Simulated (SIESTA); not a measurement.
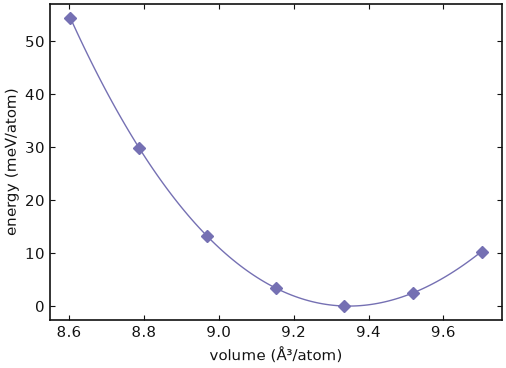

The plot gives the computed energy against volume for C, space group C2/m (No. 12).

Starting cell:
```
CELL_PARAMETERS angstrom
2.12732 -1.22828 0.00000
2.12732 1.22828 0.00000
-1.37907 0.00000 3.50283
ATOMIC_POSITIONS crystal
C 0.16664 0.16664 0.99991
C 0.83336 0.83336 0.00009
```

Method: DFT in numerical atomic orbitals with pseudopotentials, no spin polarisation; energies at scaled volumes of the given cell, shape and fractions fixed, counted from the fit's minimum, third-order Birch-Murnaghan fit (SIESTA 5.4.2). Level: LDA.

- k mesh: 13×13×8
- occupations: Fermi–Dirac
- smearing width: 0.05 eV
- potentials: PseudoDojo 0.4 standard, converted to PSML, two zetas on semicore shells
- program settings: basis DZP, mesh cutoff 500 Ry

From this curve and the settings, what does the calculation give for the pressure at the same points?

The pressure falls from 25.00 GPa at volume 8.6036 Å³/atom to −9.04 GPa at 9.7019 Å³/atom, and changes sign near 9.35 Å³/atom.

```
volume (Å³/atom)  pressure (GPa)
          8.6036           25.00
          8.7866           17.95
          8.9697           11.53
          9.1527            5.68
          9.3358            0.32
          9.5188           -4.57
          9.7019           -9.04
```

Limits of the calculation: mulliken charges of long orbitals; shape and atomic fractions are frozen while scaling, which makes layered, chain and framework solids too stiff.
